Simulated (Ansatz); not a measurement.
Single-point calculation of Al16O25 (charge −1) (part 3 of 3)

Continued. System: Al16O25 (defect cell, 41 atoms in the cell, total charge −1). Method: DFT PBE, scalar-relativistic, plane waves, PAW, spin-polarised (Ansatz 0.2.0); cutoff 420 eV, 3×3×3 k-mesh, Gaussian smearing of 0.05 eV, collinear spins. The structure derives from an entry of the Crystallography Open Database.

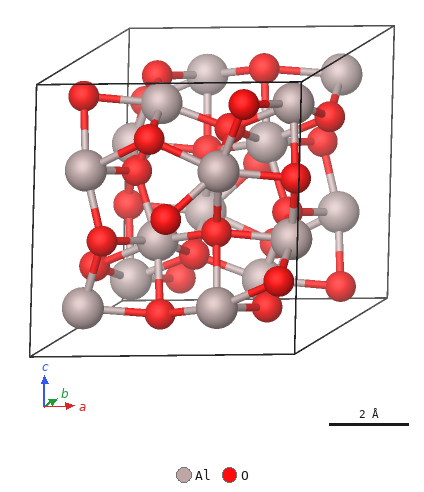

**Figure 1.** The structure (ball-and-stick view of the cell of the calculation, seen slightly off an axis). An atom can appear more than once, as a periodic image.

Output, continued
```
--- Per-component energies (eV) ---
  E_band       = 346.511808
  E_kinetic    = 4948.990318
  E_local      = -8132.659135  (includes V_loc(G=0)·N_el)
  E_nonlocal   = 1352.750647
  E_hartree    = 3027.458752
  E_xc         = -2543.393456
  E_vxc        = -2902.634542  (∫ρ·V_xc dr)
  E_paw        = -11450.189649  (= ΣΔE_a)
  E_vpaw       = -974.917058  (= ΣTr[D̂ρ^β])
  E_aug_tail   = 0.063321  (compensation charges beyond the density's cutoff)
  E_ewald      = -10029.597472
  E_smearing   = -0.000000  (= −TS)
  E_closure    = -0.000000  (closes the sum)
  E_deformation_potential = -19.004169  (in the stress; not in F)
  Σ components = -22826.576674   (vs F -22826.576674, Δ=0.00e0)
--- Forces (eV/Å), atoms counted from 1 ---
  atom   1  Al    -0.91135350     0.25175470     0.16652273
  atom   2  Al     0.86084978     0.46964072    -0.14089013
  atom   3  Al     0.00956653     0.02742407    -0.16057595
  atom   4  Al     0.08439897    -1.21271320     0.02477190
  atom   5  Al    -0.26431683     0.23741496     0.26969380
  atom   6  Al     0.57529556     0.00987303     0.40118514
  atom   7  Al     0.14463647     0.02531617    -2.31553145
  atom   8  Al    -0.33279266    -0.47530167     0.41913625
  atom   9  Al    -0.08445313     1.21017166    -0.02310646
  atom  10  Al    -0.01121575    -0.03031473     0.15847310
  atom  11  Al    -0.86085363    -0.46737316     0.14351723
  atom  12  Al     0.91279358    -0.25164713    -0.16619278
  atom  13  Al     0.33196334     0.47643605    -0.41974615
  atom  14  Al    -0.14273953    -0.02425884     2.31165847
  atom  15  Al    -0.57569473    -0.01058183    -0.39990916
  atom  16  Al     0.26513225    -0.24188401    -0.27116099
  atom  17  O      0.21745748    -0.11658597     0.00361037
  atom  18  O     -1.31115857    -1.08616421    -1.26959748
  atom  19  O     -0.10259375     0.01931157     0.29360387
  atom  20  O      0.08745739     0.29672258    -0.05470226
  atom  21  O      0.80177841    -0.19532151    -0.44274351
  atom  22  O     -0.24231629    -0.14944046     0.13544692
  atom  23  O     -0.03028321    -0.10331082     0.23357325
  atom  24  O      0.03678390     0.32143231     0.01858833
  atom  25  O      0.28872934    -0.07063717     0.07480554
  atom  26  O     -0.33828205    -0.17040571     0.04701790
  atom  27  O     -0.00426866     0.02419651     0.23913976
  atom  28  O     -0.72401393     1.36640092    -1.13914835
  atom  29  O     -0.08823291    -0.29695986     0.05475170
  atom  30  O      0.10498133    -0.01841684    -0.29278741
  atom  31  O      1.31594382     1.08644328     1.27100428
  atom  32  O     -0.22104456     0.11921359    -0.00396471
  atom  33  O     -0.03669554    -0.32210373    -0.01894177
  atom  34  O      0.02991082     0.10613398    -0.23382300
  atom  35  O      0.24311473     0.14857447    -0.13593507
  atom  36  O     -0.80570540     0.19602640     0.44603679
  atom  37  O      0.72402238    -1.36603484     1.14168571
  atom  38  O      0.00273625    -0.02533848    -0.23998305
  atom  39  O      0.33932256     0.17111735    -0.04760622
  atom  40  O     -0.28740321     0.07323837    -0.07271552
  atom  41  O     -0.00146376    -0.00204820    -0.00516140
  max |Σ_I F_I| component: 6.71e-6 eV/Å
--- Band table (eV; the first three rows and the last of 28) ---
  k-point 0 ↑: bands = ["-11.4001", "-10.2399", "-10.1834", "-10.1454", "-9.6110", "-9.5711", "-9.5561", "-9.3674", "-9.2951", "-9.2720", "-9.1816", "-9.1155", "-9.0572", "-9.0501", "-8.8670", "-8.8245", "-8.6861", "-8.6712", "-8.4776", "-8.4698", "-8.2062", "-8.1836", "-8.0908", "-8.0522", "-6.1079", "1.0021", "1.7244", "1.7406", "1.9338", "1.9626", "2.1250", "2.1463", "2.2166", "2.4353", "2.4414", "3.0254", "3.0694", "3.0924", "3.2900", "3.3502", "3.4113", "3.4346", "3.4661", "3.4827", "3.7037", "3.7201", "3.7508", "4.0435", "4.0452", "4.1049", "4.1123", "4.1181", "4.1777", "4.6060", "4.6192", "4.6580", "4.7423", "4.9184", "5.3482", "5.3689", "5.4111", "5.4482", "5.5449", "5.7203", "5.8999", "6.0164", "6.2366", "6.2714", "6.3543", "6.4610", "6.4760", "6.5024", "6.5555", "6.5643", "6.5938", "6.5986", "6.6026", "6.6066", "6.7214", "6.7353", "6.7903", "6.8107", "6.8111", "7.0223", "7.1965", "7.2623", "7.2992", "7.3379", "7.3797", "7.4133", "7.5577", "7.7561", "7.8782", "7.9115", "7.9248", "7.9387", "7.9776", "9.7957", "10.1015", "11.1841", "14.3220", "17.2296", "17.4830", "17.5032", "17.5703", "17.6438", "17.6633", "17.8792", "18.0629", "18.0892", "18.2248", "18.4544", "18.4834", "18.5427", "18.8295", "18.8559", "18.8764", "19.2556", "19.3067", "19.3309", "19.3896", "19.3957", "19.4156", "19.6514", "19.6516", "19.6758", "20.2071", "20.3414", "20.3623", "20.3704", "20.3853", "20.6077", "20.7671", "20.8156", "20.8193", "20.8547", "21.2173", "21.2388", "21.3322", "21.4160", "21.4326", "21.5936"]
  k-point 1 ↑: bands = ["-11.2157", "-10.7001", "-10.0750", "-10.0441", "-9.6812", "-9.6624", "-9.4769", "-9.4466", "-9.2692", "-9.2452", "-9.2153", "-9.1321", "-9.0091", "-8.9872", "-8.8107", "-8.7683", "-8.6910", "-8.6620", "-8.5372", "-8.4004", "-8.2279", "-8.1822", "-8.0588", "-8.0305", "-6.1215", "1.2525", "1.6121", "1.8356", "1.8658", "1.9203", "2.0437", "2.1897", "2.2068", "2.3578", "2.7032", "2.7973", "2.8974", "2.9397", "2.9527", "3.0501", "3.0903", "3.1820", "3.3286", "3.4595", "3.7060", "3.7567", "3.9042", "3.9483", "3.9764", "4.1750", "4.3736", "4.4070", "4.5600", "4.6831", "4.8705", "4.9484", "5.1305", "5.2183", "5.3377", "5.4940", "5.5420", "5.5798", "5.6270", "5.7662", "5.9028", "5.9402", "5.9928", "6.1239", "6.2206", "6.2965", "6.3190", "6.3506", "6.4535", "6.5653", "6.5789", "6.6359", "6.6637", "6.7622", "6.7991", "6.8569", "6.8733", "6.9277", "6.9528", "7.0831", "7.1710", "7.1876", "7.2462", "7.2528", "7.2850", "7.4371", "7.5052", "7.5772", "7.6741", "7.7016", "7.8207", "7.9162", "8.0018", "9.8630", "10.0666", "11.1645", "15.0905", "16.5936", "17.5859", "17.6275", "17.7408", "17.8296", "17.8997", "17.9958", "18.0512", "18.0627", "18.1592", "18.2060", "18.3324", "18.5086", "18.5578", "18.7271", "18.8726", "19.0180", "19.1289", "19.1970", "19.3468", "19.3674", "19.4520", "19.5515", "19.7425", "19.8086", "19.9490", "20.0080", "20.2167", "20.3959", "20.5803", "20.7071", "20.7901", "20.9204", "21.1776", "21.2533", "21.2593", "21.4262", "21.4788", "21.5322", "21.6362", "21.7320"]
  k-point 2 ↑: bands = ["-11.2158", "-10.6971", "-10.1054", "-10.0190", "-9.7118", "-9.6323", "-9.4781", "-9.4458", "-9.2723", "-9.2285", "-9.2120", "-9.1266", "-9.0224", "-8.9949", "-8.8125", "-8.7556", "-8.6752", "-8.6706", "-8.5131", "-8.4418", "-8.2769", "-8.1543", "-8.0690", "-7.9969", "-6.1230", "1.2478", "1.6109", "1.8292", "1.8495", "1.9310", "2.0491", "2.1798", "2.2310", "2.3540", "2.6881", "2.8422", "2.8901", "2.9586", "3.0002", "3.0309", "3.0612", "3.1825", "3.2957", "3.4384", "3.7018", "3.7472", "3.8791", "3.9656", "3.9742", "4.2575", "4.3773", "4.4072", "4.5719", "4.6486", "4.8449", "4.9779", "5.1321", "5.1816", "5.3647", "5.4643", "5.5367", "5.6059", "5.6501", "5.7834", "5.8302", "5.9363", "5.9912", "6.1177", "6.2051", "6.2686", "6.3341", "6.3922", "6.4737", "6.5432", "6.5831", "6.6328", "6.6743", "6.7590", "6.8223", "6.8336", "6.8620", "6.9382", "6.9703", "7.0856", "7.1622", "7.1739", "7.2049", "7.2427", "7.2827", "7.4627", "7.5318", "7.6324", "7.6880", "7.7175", "7.8169", "7.8571", "7.9869", "9.8468", "10.1131", "11.1474", "15.0873", "16.5913", "17.5935", "17.6249", "17.7371", "17.8279", "17.8850", "17.9744", "18.0495", "18.0689", "18.1750", "18.2192", "18.3313", "18.5060", "18.5594", "18.7090", "18.8737", "19.0233", "19.1320", "19.1776", "19.3567", "19.3835", "19.4492", "19.5786", "19.7625", "19.8072", "19.9470", "20.0268", "20.2035", "20.3775", "20.5646", "20.7117", "20.7865", "20.9108", "21.1820", "21.2390", "21.2704", "21.4147", "21.4773", "21.5554", "21.6588", "21.7324"]
  k-point 13 ↓: bands = ["-10.8357", "-10.4637", "-10.3471", "-10.3348", "-10.0563", "-9.8688", "-9.8555", "-9.4945", "-9.0010", "-8.9793", "-8.9311", "-8.9037", "-8.8572", "-8.8335", "-8.7761", "-8.7370", "-8.6982", "-8.6460", "-8.5448", "-8.3222", "-8.1596", "-8.0968", "-8.0372", "-7.9994", "-5.2353", "1.3037", "1.6029", "1.6587", "1.7230", "1.7625", "1.7867", "2.0389", "2.1558", "2.4471", "2.5172", "2.5873", "2.7798", "2.8232", "2.9315", "3.0242", "3.4063", "3.5789", "3.7732", "3.8137", "3.8376", "3.8991", "4.0092", "4.0531", "4.0987", "4.3362", "4.5104", "4.5523", "4.7331", "4.7820", "4.8465", "4.9106", "5.1594", "5.3240", "5.4093", "5.5434", "5.5685", "5.6457", "5.7225", "5.7660", "5.8309", "5.9166", "5.9259", "6.0404", "6.0580", "6.1235", "6.2373", "6.3888", "6.4686", "6.5076", "6.5542", "6.6038", "6.6612", "6.6814", "6.8145", "6.8812", "6.9274", "7.0002", "7.0517", "7.1191", "7.1928", "7.2511", "7.2955", "7.3842", "7.4671", "7.5377", "7.5750", "7.6239", "7.6809", "7.7126", "7.8068", "7.9062", "7.9649", "10.1921", "11.5277", "11.9081", "16.2274", "16.8747", "17.0401", "17.2421", "17.4083", "17.6441", "17.7073", "17.7915", "17.9117", "18.0459", "18.1363", "18.1632", "18.3136", "18.4942", "18.8062", "18.8347", "18.9533", "18.9676", "19.1991", "19.3081", "19.4181", "19.5157", "19.7388", "19.8692", "19.9004", "20.1092", "20.1576", "20.2018", "20.3324", "20.4370", "20.5209", "20.7087", "20.8376", "20.9318", "21.0422", "21.1354", "21.2210", "21.3125", "21.3575", "21.4529", "21.4791", "21.6113"]
--- Löwdin populations: 41 sites ---
  site symbol       q [e]    m [muB]
     0     Al      1.7195    -0.0027
     1     Al      1.7186    -0.0020
     2     Al      1.7256     0.0001
     3     Al      1.7164    -0.0005
     4     Al      1.7196     0.0017
     5     Al      1.7223    -0.0003
     6     Al      1.7290    -0.0104
     7     Al      1.7219     0.0009
     8     Al      1.7164    -0.0005
     9     Al      1.7256     0.0001
    10     Al      1.7186    -0.0020
    11     Al      1.7195    -0.0027
    12     Al      1.7219     0.0009
    13     Al      1.7290    -0.0104
    14     Al      1.7223    -0.0003
    15     Al      1.7196     0.0017
    16      O      6.8099     0.0012
    17      O      6.7964     0.0230
    18      O      6.8083    -0.0001
    19      O      6.8059     0.0025
    20      O      6.7786     0.0775
    21      O      6.8061     0.0004
    22      O      6.8080     0.0007
    23      O      6.8095     0.0011
    24      O      6.8062     0.0003
    25      O      6.8100    -0.0000
    26      O      6.8085     0.0006
    27      O      6.7962     0.0260
    28      O      6.8059     0.0025
    29      O      6.8083    -0.0001
    30      O      6.7963     0.0231
    31      O      6.8099     0.0012
    32      O      6.8095     0.0011
    33      O      6.8080     0.0007
    34      O      6.8061     0.0004
    35      O      6.7785     0.0778
    36      O      6.7962     0.0261
    37      O      6.8085     0.0006
    38      O      6.8100    -0.0000
    39      O      6.8062     0.0003
    40      O      6.5595     0.7614
  spilling = 0.008081 (of n_electrons = 199.000000)
--- Bader charges: 41 sites ---
  site symbol  charge [e]  shift [e]    m [muB]
     0     Al      2.5455     0.0018    -0.0005
     1     Al      2.5457     0.0018    -0.0004
     2     Al      2.5454     0.0019     0.0001
     3     Al      2.5465     0.0018     0.0001
     4     Al      2.5465     0.0020     0.0011
     5     Al      2.5458     0.0020    -0.0001
     6     Al      2.5562     0.0018    -0.0026
     7     Al      2.5462     0.0020     0.0007
     8     Al      2.5465     0.0018     0.0001
     9     Al      2.5454     0.0019     0.0001
    10     Al      2.5457     0.0018    -0.0004
    11     Al      2.5455     0.0018    -0.0005
    12     Al      2.5461     0.0020     0.0007
    13     Al      2.5562     0.0018    -0.0026
    14     Al      2.5458     0.0020    -0.0001
    15     Al      2.5465     0.0020     0.0011
    16      O     -1.7095     0.0013     0.0017
    17      O     -1.6724     0.0012     0.0233
    18      O     -1.7081     0.0012    -0.0002
    19      O     -1.7076     0.0012     0.0034
    20      O     -1.6426     0.0012     0.0813
    21      O     -1.7092     0.0012     0.0003
    22      O     -1.7076     0.0012     0.0008
    23      O     -1.7094     0.0013     0.0013
    24      O     -1.7089     0.0012     0.0002
    25      O     -1.7101     0.0013     0.0000
    26      O     -1.7079     0.0012     0.0009
    27      O     -1.6708     0.0012     0.0274
    28      O     -1.7076     0.0012     0.0034
    29      O     -1.7081     0.0012    -0.0002
    30      O     -1.6722     0.0012     0.0234
    31      O     -1.7095     0.0013     0.0017
    32      O     -1.7095     0.0013     0.0013
    33      O     -1.7076     0.0012     0.0008
    34      O     -1.7092     0.0012     0.0003
    35      O     -1.6423     0.0012     0.0816
    36      O     -1.6707     0.0012     0.0275
    37      O     -1.7079     0.0012     0.0009
    38      O     -1.7101     0.0013     0.0000
    39      O     -1.7089     0.0012     0.0002
    40      O     -1.0276     0.0007     0.7217
  estimated error of the sums over rays = 4.5e-4 e
```

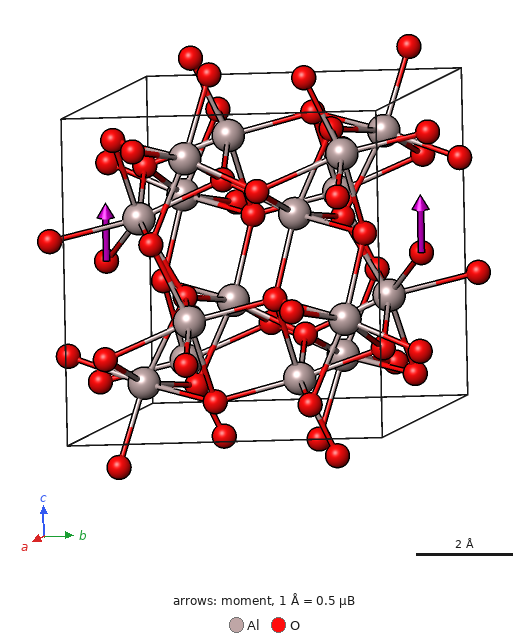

**Figure 2.** Magnetic moments of the sites as pink arrows (ball-and-stick view of the cell of the calculation, seen slightly off an axis; bonded neighbours outside the cell are drawn too); small moments hardly show. The run is collinear, so the axis drawn is arbitrary. Site moments: O41 (0.63 μB); O21, O36 (0.07 μB). They are counted near the atoms and needn't add up to the moment of the cell. Atoms are counted from 1 in the order of the input.

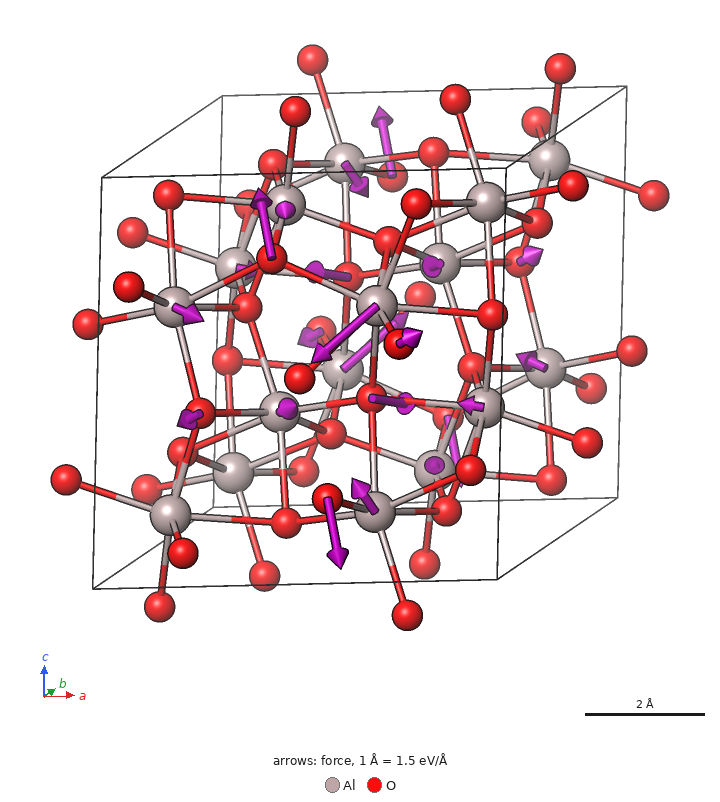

**Figure 3.** Forces on the atoms as pink arrows (ball-and-stick view of the cell of the calculation, seen slightly off an axis; bonded neighbours outside the cell are drawn too); the smallest are left out. The largest act on Al7, Al14 (2.32 eV/Å); O31 (2.13 eV/Å); O18 (2.12 eV/Å); O28, O37 (1.92 eV/Å), among others. Atoms are counted from 1 in the order of the input and aren't labelled in the picture. The geometry is not a stationary point of this energy.

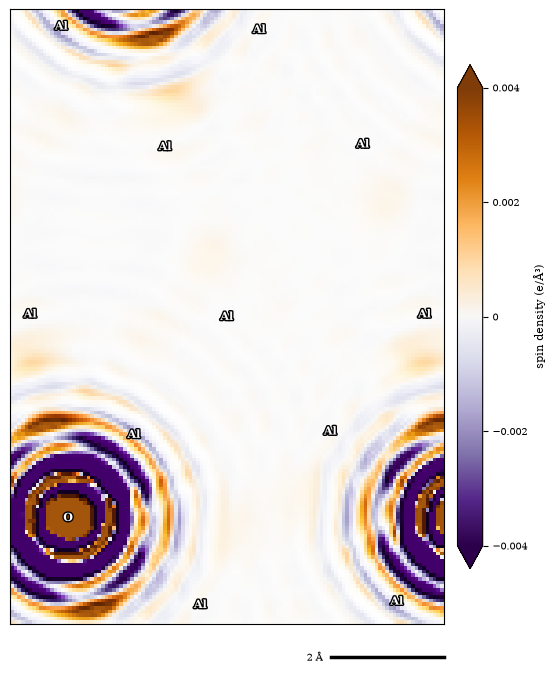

**Figure 4.** Spin density (up minus down) on the (11̄0) plane of the calculation cell. The spin density sits on O: +0.6 μB in one cell of 41 atoms. The cell of the calculation (41 atoms) carries 1.0 μB net. Core electrons are frozen (PAW), so the fields are smoothed inside the atomic spheres.

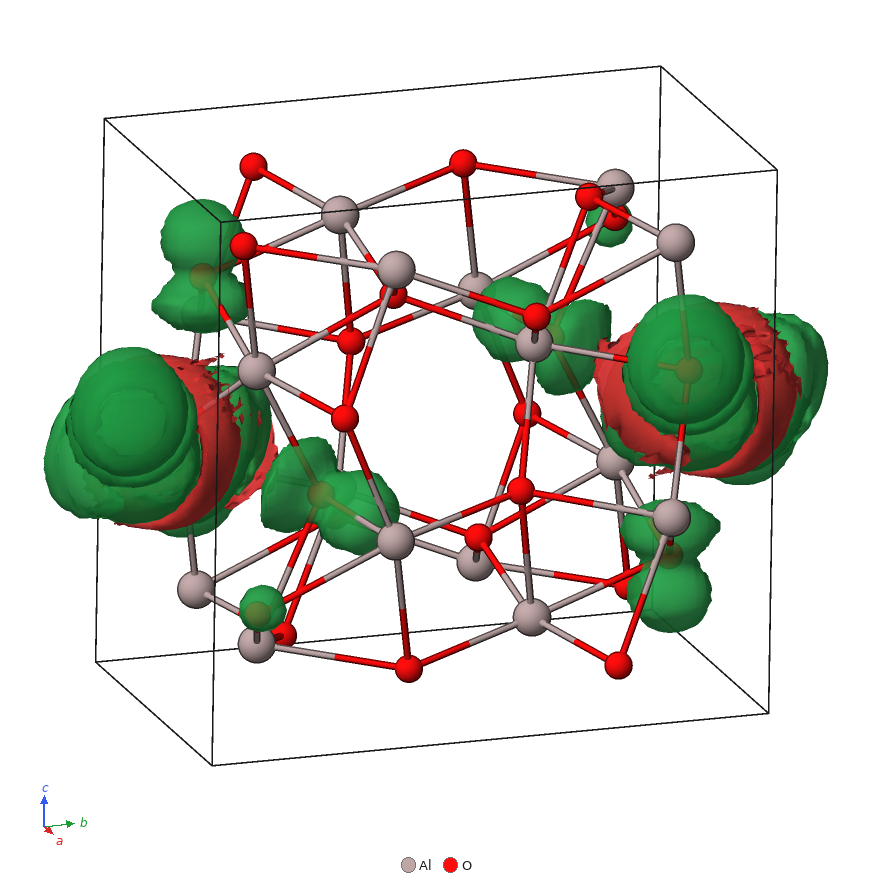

**Figure 5.** Isosurfaces of the magnetisation density (up minus down) at +0.005 (green) and −0.005 e/Å³ (red), seen slightly off an axis. Sticks mark near contacts. The outline is the calculation cell. The spin density sits on O: +0.6 μB in one cell of 41 atoms. The cell of the calculation (41 atoms) carries 1.0 μB net.
